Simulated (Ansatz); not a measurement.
# Calculations on Rh

### Relaxation

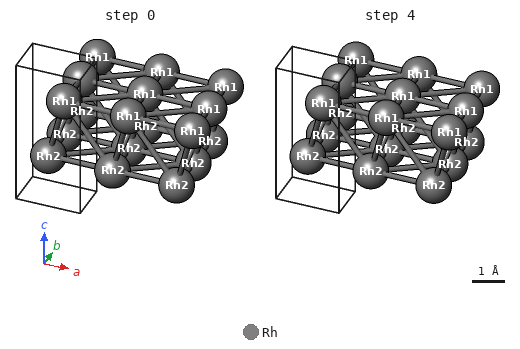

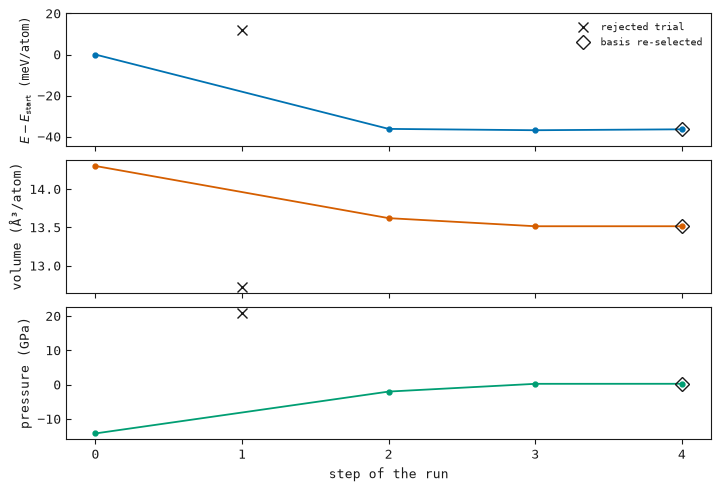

First and last geometry of a relaxation of a crystal of Rh (set up in P6_3/mmc) (coarse preliminary run), with the history of the run. Style: ball-and-stick. Shown: the cell of the calculation, repeated 3 × 3 × 1 with one cell outlined, slightly off an axis.

Computed with DFT PBEsol, scalar-relativistic, plane waves, PAW in Ansatz. Set-up: plane-wave cutoff 420 eV; k-point mesh 12 × 12 × 4; occupations gaussian; smearing width 0.1 eV; no spin polarisation; cell and atoms relaxed; force threshold 0.05 eV/Å; at most 80 steps.

> Did the run converge, and what did it change?

It converged. Over 2 accepted moves (4 points after the start) the energy falls by 36.4 meV per atom. All forces vanish by symmetry, so only the cell relaxes. Pressure: −14.20 GPa at the start and 0.27 GPa at the end. The line search rejected the trial step at point 1 of the run. At 1 point the geometry stayed and the basis and grid were re-selected for the new cell (energy shift of 0.4 meV per atom at most each time). No atom moves by more than 0.005 Å relative to the cell. The volume changes by −5.5 %, with a = b 2.731 → 2.682 Å (−1.8 %), c 4.428 → 4.338 Å (−2.0 %). Some distances before and after: Rh1–Rh2 2.718 → 2.665 Å, Rh1–Rh1 2.731 → 2.682 Å. The space group stays P6_3/mmc (No. 194).

### Relaxation

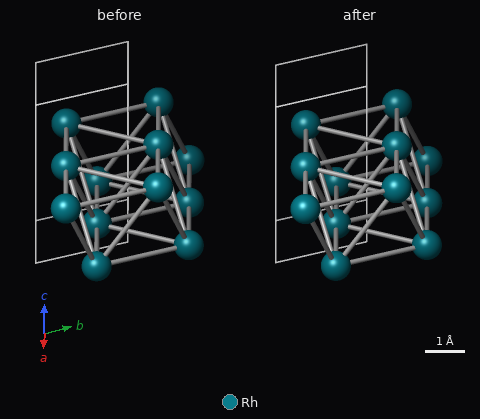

The structure of solid Rh (set up in P6_3/mmc) (coarse preliminary run) before (left) and after (right) a relaxation, at one scale.

The picture is a ball-and-stick view of the cell of the calculation, repeated 3 × 2 × 1 with one cell outlined, seen from a free direction.

Computed with DFT r2SCAN, scalar-relativistic, plane waves, PAW (Ansatz 0.2.0).

The input:
```yaml
crystal:
  lattice:
    - [2.7309790422, 0.0, 0.0]
    - [-1.3654895211, 2.3650972278, 0.0]
    - [0.0, 0.0, 4.428489]
  atoms:
    - { symbol: Rh, position: [0.66666667, 0.33333333, 0.75] }
    - { symbol: Rh, position: [0.33333333, 0.66666667, 0.25] }
basis:
  ecutwfc: 500
kpoints:
  mp_grid: { grid: [12, 12, 4] }
hamiltonian:
  xc: r2scan
scf:
  occupations: { method: gaussian, width: 0.1 }
output:
  forces: true
  stress: true
  eigenvalues: true
relax:
  adjacent_minimum: "off"
  f_tol: 0.05
  max_steps: 80
  cell: { stress_tol: 0.5 }
```

Command:
```bash
ansatz run input.yaml --threads 2 --pin off --max-ram 5120MiB --backend cpu --events-out ev --progress --plain --runs-dir out
```

Q: Describe what moved and what it gained.

A: Over 2 accepted moves (4 points after the start) the energy falls by 37.6 meV per cell of the calculation. All forces vanish by symmetry, so only the cell relaxes. Pressure: −10.19 GPa at the start and 0.08 GPa at the end. The line search rejected the trial step at point 1 of the run. At 1 point the geometry stayed and the basis and grid were re-selected for the new cell (energy shift of 0.2 meV per cell of the calculation at most each time). The atoms keep their places relative to the cell (all moves are under 0.005 Å). The volume changes by −4.0 %, with a = b 2.731 → 2.698 Å (−1.2 %), c 4.428 → 4.359 Å (−1.6 %). Near-neighbour distances that change, for instance: Rh1–Rh2 2.718 → 2.679 Å, Rh1–Rh1 2.731 → 2.698 Å. The space group stays P6_3/mmc (No. 194). Cost: 6.1 s on 2 threads of Intel(R) Xeon(R) 6975P-C (Granite Rapids), with other jobs on the host, peak memory 0.45 GiB.

### Scan

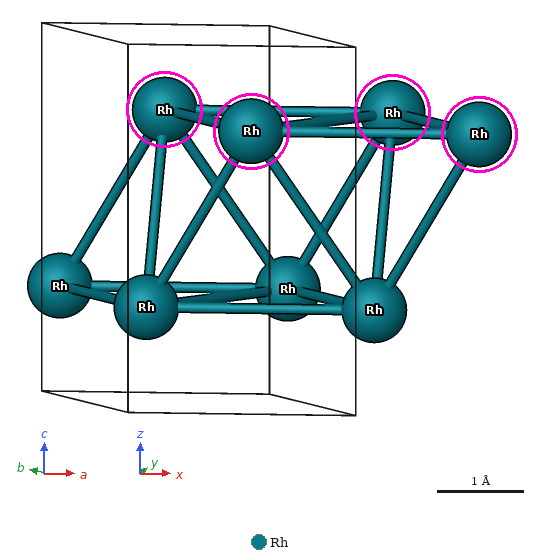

Solid Rh (P6_3/mmc): Rh1 (one in each cell of 2 atoms) is moved over the plane of the Cartesian directions x and z, all else fixed. The picture shows the reference cell. The ringed atoms are those of the scanned coordinate. Style: ball-and-stick. Shown: the cell of the calculation, repeated 2 × 2 × 1 with one cell outlined, nearly along the normal of the scanned plane.

Computed with DFT r2SCAN, scalar-relativistic, plane waves, PAW (Ansatz). Settings: plane-wave cutoff 500 eV; k-point mesh 24 × 24 × 14; occupations gaussian; smearing width 0.15 eV; no spin polarisation. Energies (free energies at the smearing named) are counted from the relaxed crystal.

The input:
```yaml
crystal:
  lattice:
    - [2.703643185, 0.0, 0.0]
    - [-1.3518215925, 2.3414236809, 0.0]
    - [0.0, 0.0, 4.3486172186]
  atoms:
    - { symbol: Rh, position: [0.6666666667, 0.3333333333, 0.75] }
    - { symbol: Rh, position: [0.3333333333, 0.6666666667, 0.25] }
basis:
  ecutwfc: 500
kpoints:
  mp_grid: { grid: [24, 24, 14] }
hamiltonian:
  xc: r2scan
scf:
  occupations: { method: gaussian, width: 0.15 }
output:
  forces: true
  stress: true
  eigenvalues: true
```

Command:
```bash
ansatz run input.yaml --threads 2 --pin off --max-ram 5120MiB --backend cpu --events-out ev --progress --plain --runs-dir out
```

**Predict the energy profile on a grid with rows −0.30, −0.15, 0.00, 0.15, 0.30 and columns −0.30, −0.15, 0.00, 0.15, 0.30 (displacement along x (Å); displacement along z (Å)).**

Rows: displacement along x (Å); columns: displacement along z (Å); values in meV/cell.

|  | −0.30 | −0.15 | 0.00 | 0.15 | 0.30 |
| --- | --- | --- | --- | --- | --- |
| −0.30 | 789 | 320 | 170 | 320 | 789 |
| −0.15 | 590 | 179 | 46 | 179 | 590 |
| 0.00 | 522 | 127 | 0 | 127 | 522 |
| 0.15 | 590 | 179 | 46 | 179 | 590 |
| 0.30 | 789 | 320 | 170 | 320 | 789 |

In pairs of (displacement along x (Å); displacement along z (Å)): the lowest computed point lies at (0.00, 0.00) (0 meV/cell), the highest at (−0.30, −0.30), (−0.30, 0.30), (0.30, 0.30), (0.30, −0.30) (789 meV/cell).  Over the ranges scanned the energy rises more along the second axis, the displacement along z.

As a map, interpolated between the computed points (dots):

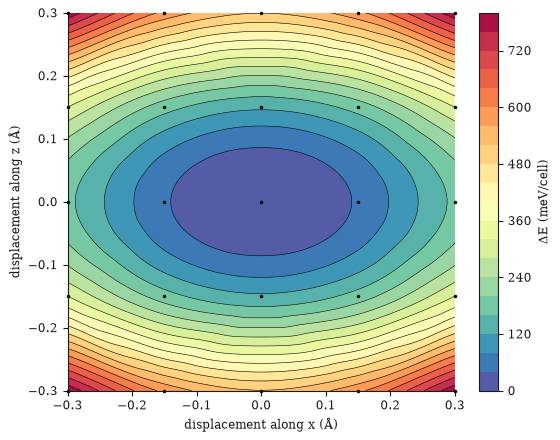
